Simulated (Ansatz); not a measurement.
# Moving the knobs of a GW run on AlN (F-43m)

A base run on AlN (F-43m), then changed inputs.

Method: G0W0 on PBE, plane waves, PAW; PAW set soft_1, in Ansatz 0.2.0.

## Step 1: Set-up

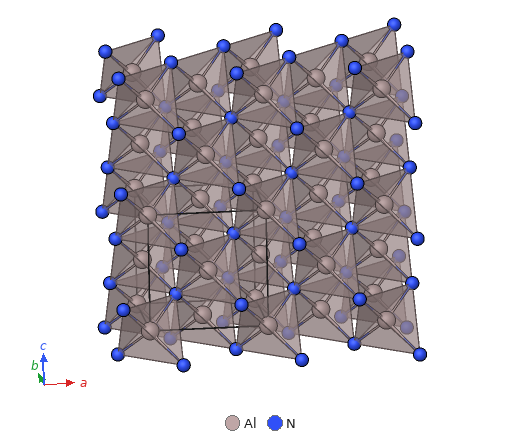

The starting structure, seen slightly off an axis (aluminium light grey, nitrogen blue). 2×1×2 cells are drawn. This picture shows the conventional cell, with its axes. Some periodic images of atoms are drawn too.

The cell and positions are those that the Materials Project relaxed with its own functionals (PBE, PBE+U or r2SCAN), kept fixed. This is not the form that AlN usually takes at ambient conditions.

## Step 2: The base run: 6×6×6 mesh, 62 empty bands, screening to 120 eV, PAW set soft_1 files

Now the one-shot GW correction: screening in the RPA, then the self-energy of the levels asked for. This step takes PAW set soft_1 files.

File input.yaml:

```yaml
crystal:
  lattice:
    - [0.0, 2.1839935596, 2.1839935596]
    - [2.1839935596, 0.0, 2.1839935596]
    - [2.1839935596, 2.1839935596, 0.0]
  atoms:
    - { symbol: Al, position: [0.0, 0.0, 0.0] }
    - { symbol: "N", position: [0.75, 0.75, 0.75] }
kpoints:
  mp_grid: { grid: [6, 6, 6] }
hamiltonian:
  xc: pbe
  pseudopotentials: { kind: paw, azcp: { folder: soft_1 } }
scf:
  occupations: { method: fixed }
gw:
  n_empty_bands: 62
  ecut_chi: 120
  qp_bands: [v2, c2]
  qp_kpoints: band_edges
  screening: { model: contour_deformation }
```

Command:

```sh
$ ansatz run input.yaml --threads 3 --pin off --max-ram 92160MiB --backend cuda --events-out ev --progress --plain --runs-dir out --devices 1 --max-vram 13GiB
```

Numbers of over 12 decimals in the logs are rounded to 6 here.

The log of the run:

```text
GPUs: using 1 of 1 available (devices: 1).
Engine: ansatz 0.2.0, x86_64-unknown-linux-gnu
Pseudopotentials: kind: paw
Pseudopotential: Al, paw, valence charge 3, recommended cutoff 420 eV (normal), soft_1/Al.paw.azcp
Pseudopotential: N, paw, valence charge 5, recommended cutoff 420 eV (normal), soft_1/N.paw.azcp
Functional definition: PBE
  parameter kappa = 0.804
  parameter beta = 0.066725
  exchange = pbe_x(kappa = kappa, mu = beta*pi^2/3)
  correlation = pbe_c(beta = beta)
device memory: the entry about to start is reckoned to put 0.4 GiB on a device that reports 63.1 GiB free (of which the cap on the GPU budget leaves the run 13.0 GiB)
GPU FFT provider: cuFFT
GPU libraries: cuBLAS 13.8.2, cuFFT 12.4.0, cuSOLVER 12.3.4
Crystal: 2 atoms, lattice volume = 20.835 Å³
Basis set: ecut = 420 eV, 411 PW (Γ)
Bands: 8, of which v1, the nominal top of the filled ones, is band 4 counted from 1 (3 counted from 0)
Symmetry: 24 space group operations
Space group: F-43m (ITA 216), of the structure as read, at distance tolerance 2.8e-5 Å
k-points: 16 of 216 (time reversal used)
Non-local potential: Al, projectors of the file, l = 0: 2, l = 1: 2, l = 2: 1
Non-local potential: N, projectors of the file, l = 0: 2, l = 1: 2, l = 2: 1
PAW form: soft (Blöchl's): semilocal exchange-correlation on the pseudo side does not see the compensation charge
PAW one-centre angular grid: Al, 110 points (default); XC on 64 Gauss nodes
PAW one-centre angular grid: N, 110 points (default); XC on 64 Gauss nodes
Initial density: superposition of atomic densities (chi_scale 0.1, normalization cell, long waves kept (reshape's long-wave potential 0.00 eV rms))
Initial wavefunctions: pseudopotential atomic-orbital guess
GPU buffer pool allocated for 13824 grid points (all kernels)
GPU transforms: local potential and band sums: pruned to the plane-wave sphere, on 24×24×24
Functional: x = pbe(κ = 0.804, μ = 0.219515), c = pbe(β = 0.066725)
SCF iter   1: F=—  HF=-925.658789 eV  |F-HF|=—  |Δ(HF+E_count)|=         —  Δρ=1.39e-1  dr2=4.93e0  ethr=3.10e-3  ⟨swp⟩=4.2  Hψ=839  notcnv=0  defer=4
preconditioner: auto → none  [insulator: Δε(μ)=5.460 eV  Ē_g=16.570 eV  n_scr=0 (ndim 8)  ℏωp=23.0 eV  f_vac=0.000  ε∞_Penn≈2.9]
SCF iter   2: F=—  HF=-924.424811 eV  |F-HF|=—  |Δ(HF+E_count)|=    1.23e0  Δρ=7.73e-2  dr2=7.44e-1  ethr=3.10e-3  ⟨swp⟩=2.7  Hψ=400  notcnv=0  defer=20
SCF iter   3: F=—  HF=-924.214508 eV  |F-HF|=—  |Δ(HF+E_count)|=   2.10e-1  Δρ=2.34e-2  dr2=5.69e-2  ethr=3.10e-3  ⟨swp⟩=2.6  Hψ=345  notcnv=0  defer=28
SCF iter   4: F=—  HF=-924.207733 eV  |F-HF|=—  |Δ(HF+E_count)|=   6.78e-3  Δρ=1.45e-3  dr2=2.17e-4  ethr=7.12e-4  ⟨swp⟩=2.0  Hψ=162  notcnv=0  defer=30
[...]
E_nonlocal   = 44.656391
  E_hartree    = 77.121741
  E_xc         = -99.069739
  E_vxc        = -107.006535  (∫ρ·V_xc dr)
  E_paw        = -597.912116  (= ΣΔE_a)
  E_vpaw       = -24.136877  (= ΣTr[D̂ρ^β])
  E_aug_tail   = 0.000837  (compensation charges beyond the density's cutoff)
  E_ewald      = -296.603555
  E_smearing   = -0.000000  (= −TS)
  E_closure    = 0.000000  (closes the sum)
  Σ components = -924.207667   (vs F -924.207667, Δ=0.00e0)
--- Band table (eV; the first three rows and the last of 16) ---
  k-point 0: bands = ["-7.9981", "6.9655", "6.9655", "6.9655", "11.1514", "19.5431", "19.5431", "19.5431"]
  k-point 1: bands = ["-7.6016", "5.1152", "6.8345", "6.8345", "12.5774", "18.6294", "19.7025", "19.7025"]
  k-point 2: bands = ["-6.6187", "2.4255", "6.5971", "6.5971", "13.9750", "17.3721", "18.6938", "18.6938"]
  k-point 15: bands = ["-5.2817", "2.6615", "4.1949", "4.4753", "12.2125", "17.2783", "19.9470", "19.9915"]
--- G₀W₀: contour deformation, 6 samples at zero and on the imaginary axis and 3 off it, 216 q-points, 62 empty bands' worth ---
  eigenvalues of the whole cell's RPA ε∞ on this k-mesh (on a slab, of 1 + 4πα/V) = 4.4070, 4.4070, 4.4070; static W/v taken at q = 0 is 0.226914
  bands read: the sum over 66 bands ends inside a degenerate multiplet in 4 slots, whose members it reads at an even weight; the widest, k=0: bands 65 to 67 (counted from 1) at 2/3 each
  gw.qp_kpoints: band_edges: 9 of 16 stored k-points solved, in 1 pass; an edge of the gap read off the rows below is read off those points alone
    valence top: of the k-points left out ik 4 came nearest to being solved in a further pass, in band 3 (counted from 1, as in the quasiparticle table): it holds the edge there only if its correction is more favourable than any solved in that band by at least 0.515 eV; those differ by 0.278 eV
    conduction bottom: of the k-points left out ik 15 came nearest to being solved in a further pass, in band 5 (counted from 1, as in the quasiparticle table): it holds the edge there only if its correction is more favourable than any solved in that band by at least 1.924 eV; those differ by 0.523 eV
    ik  band        ε_KS         Σx   Σc(E_QP)       V_xc       Z   E_QP_lin       E_QP  E_QP is
     0     3      6.9655   -21.7299     3.2496   -17.6767  0.7796     6.1555     6.1619  root
     0     4      6.9655   -21.7299     3.2496   -17.6767  0.7796     6.1555     6.1619  root
     0     5     11.1514    -9.8106    -3.8722   -14.4660  0.8142    11.9389    11.9346  root
     0     6     19.5431    -6.5416    -5.2268   -12.7903  0.8051    20.5746    20.5650  root
     1     3      6.8345   -21.7241     3.2848   -17.6174  0.7789     6.0059     6.0126  root
     1     4      6.8345   -21.7241     3.2848   -17.6174  0.7789     6.0059     6.0126  root
     1     5     12.5774   -10.1092    -4.0555   -15.0503  0.8053    13.4694    13.4630  root
     1     6     18.6294    -6.9105    -5.2215   -13.1362  0.7964    19.6450    19.6336  root
[...]
12     3      5.1996   -21.2109     3.6389   -16.5476  0.7700     4.1617     4.1752  root
    12     4      5.1996   -21.2109     3.6389   -16.5476  0.7700     4.1617     4.1752  root
    12     5     10.2882    -5.8665    -3.8334   -10.1533  0.8306    10.7430    10.7416  root
    12     6     15.5843    -6.0620    -4.4641   -11.3011  0.8318    16.3643    16.3593  root
[key lines of the parts left out:]
SCF converged after 7 iterations
Free energy (F): -924.207667 eV
Fermi energy:    6.965493 eV
```

Wall time 10 s (1 × NVIDIA H100 80GB HBM3 (shared by 6 runs) with 3 threads of AMD EPYC 7R13 (Zen 3), shared host); peak memory 0.97 GiB.

The column dr2 measures how far the density is from self-consistency, as an energy; F and HF (Harris–Foulkes) agree once it is small.

Numbers from this step:

```
bands summed                                 : 66
RPA ε∞ on this mesh (eigenvalues)            : 4.407, 4.407, 4.407
plane waves in the screening matrix          : 59
q-points in the mesh                         : 216
G0W0 gap on the mesh                         : 4.580 eV
k of the valence top                         : 0, 0, 0
k of the conduction bottom                   : 0, -0.5, -0.5
starting gap on the mesh                     : 3.323 eV
Z at the valence top                         : 0.7796
Z at the conduction bottom                   : 0.8306
least direct G0W0 gap on the computed points : 5.773 eV
```

The gap on the mesh goes from 3.32 eV to 4.58 eV, a correction of +1.26 eV. Between the two edge states, bare exchange in place of the xc potential would open the gap by 8.34 eV, and correlation takes back 7.08 eV.

## Step 3: Variant: all filled levels at the zone centre

input.yaml, as its differences from that of step 2:

```diff
@@ -16,6 +16,6 @@
 gw:
-  n_empty_bands: 62
-  ecut_chi: 120
-  qp_bands: [v2, c2]
-  qp_kpoints: band_edges
+  n_empty_bands: 47
+  ecut_chi: 100
+  qp_bands: [lowest, c2]
+  qp_kpoints: [[0, 0, 0]]
   screening: { model: contour_deformation }
```

The log of the run:

```text
GPUs: using 1 of 1 available (devices: 1).
[...]
GPU FFT provider: cuFFT
GPU libraries: cuBLAS 13.8.2, cuFFT 12.4.0, cuSOLVER 12.3.4
Crystal: 2 atoms, lattice volume = 20.835 Å³
Basis set: ecut = 420 eV, 411 PW (Γ)
Bands: 8, of which v1, the nominal top of the filled ones, is band 4 counted from 1 (3 counted from 0)
[... 1 set-up line as in the run before ...]
[...]
k-points: 16 of 216 (time reversal used)
[...]
GPU buffer pool allocated for 13824 grid points (all kernels)
[...]
SCF iter   1: F=—  HF=-925.658789 eV  |F-HF|=—  |Δ(HF+E_count)|=         —  Δρ=1.39e-1  dr2=4.93e0  ethr=3.10e-3  ⟨swp⟩=4.2  Hψ=839  notcnv=0  defer=4
[...]
SCF iter   7: F=-924.207667 eV  HF=-924.207667 eV  |F-HF|=3.73e-9  |Δ(HF+E_count)|=   5.43e-8  Δρ=4.88e-6  dr2=3.02e-9  ethr=1.25e-9  ⟨swp⟩=3.9  Hψ=575  notcnv=0
SCF 1 converged in 7 iterations: F = -924.207667 eV  dr2 = 3.02e-9
[...]
NSCF: frozen V_eff on 16 k-points, pencils in batches of 32, up to order 32
[...]
NSCF: frozen V_eff on 16 k-points
G₀W₀ screening: q 1/16
[... further progress lines ...]
[...]
SCF converged after 7 iterations
Free energy (F): -924.207667 eV
[...]
Internal energy: -924.207667 eV  (E = F + TS)
E sigma→0 (E₀):  -924.207667 eV
Fermi energy:    6.965493 eV
[...]
--- Band table (eV; the first three rows and the last of 16) ---
[...]
`?` marks the rows in doubt; gw_qp.tsv's column doubts and the gw_qp event give each row's grounds
[...]
0     1     -7.9981   -26.4277     8.7167   -16.4517  0.7589    -9.3596    -9.2574  root ?
     0     2      6.9655   -21.7299     3.3653   -17.6767  0.7811     6.2729     6.2775  root
     0     3      6.9655   -21.7299     3.3653   -17.6767  0.7811     6.2729     6.2775  root
     0     4      6.9655   -21.7299     3.3653   -17.6767  0.7811     6.2729     6.2775  root
     0     5     11.1514    -9.8106    -3.8185   -14.4660  0.8153    11.9933    11.9883  root
     0     6     19.5431    -6.5416    -5.1706   -12.7903  0.8052    20.6322    20.6211  root
```

It took 5.6 s on 1 × NVIDIA H100 80GB HBM3 (shared by 6 runs) with 3 threads; peak memory 0.97 GiB; 5.7 s of CPU time.

Absolute levels on the run's own zero. QP, by row:

| k index | band | KS (eV) | Sigma_x (eV) | Sigma_c (eV) | Vxc (eV) | Z | QP linearised (eV) | QP (eV) | source | doubts |
| --- | --- | --- | --- | --- | --- | --- | --- | --- | --- | --- |
| 0 | 1 | -7.998 | -26.43 | 8.717 | -16.45 | 0.7589 | -9.36 | -9.257 | root | energies_apart |
| 0 | 2 | 6.965 | -21.73 | 3.365 | -17.68 | 0.7811 | 6.273 | 6.277 | root |  |
| 0 | 3 | 6.965 | -21.73 | 3.365 | -17.68 | 0.7811 | 6.273 | 6.277 | root |  |
| 0 | 4 | 6.965 | -21.73 | 3.365 | -17.68 | 0.7811 | 6.273 | 6.277 | root |  |
| 0 | 5 | 11.15 | -9.811 | -3.818 | -14.47 | 0.8153 | 11.99 | 11.99 | root |  |
| 0 | 6 | 19.54 | -6.542 | -5.171 | -12.79 | 0.8052 | 20.63 | 20.62 | root |  |

Against the base:

| setting | base | variant |
| --- | --- | --- |
| empty bands | 62 | 47 |
| screening cutoff (eV) | 120 | 100 |
| levels asked | v2 to c2 | lowest to c2 |
| points asked | band edges | [[0, 0, 0]] |

## Step 4: Summary of results

```
base                                 : 4.58 eV, 10 s
all filled levels at the zone centre : direct gap at the listed points 5.71 eV, 5.6 s
```

What this shows: All filled levels at the zone centre: only the listed points were computed; the least direct gap there is 5.71 eV, with empty bands, screening cutoff, levels asked and points asked changed against the base. All runs here use a coarse mesh and modest cutoffs; they test settings and are not final values.

[Paths, hosts, dates, memory and timing lines, banners, echoed tables and standing remarks are left out of the program output.]

[Logs are printed without paths, hosts, clocks, repeated set-up lines and the standing remarks that a program may print on its own settings, such as how far it seeks lower states.]

[Runs of the session that timed out or met a known fault of the program may be left out.]

[Cells called generated may have been cut or substituted from an entry of the Crystallography Open Database or the Materials Project.]

[Hosts, paths, dates, database ids (printed as entryN), source tags and the programs' standing remarks are cut or masked in the printed files.]
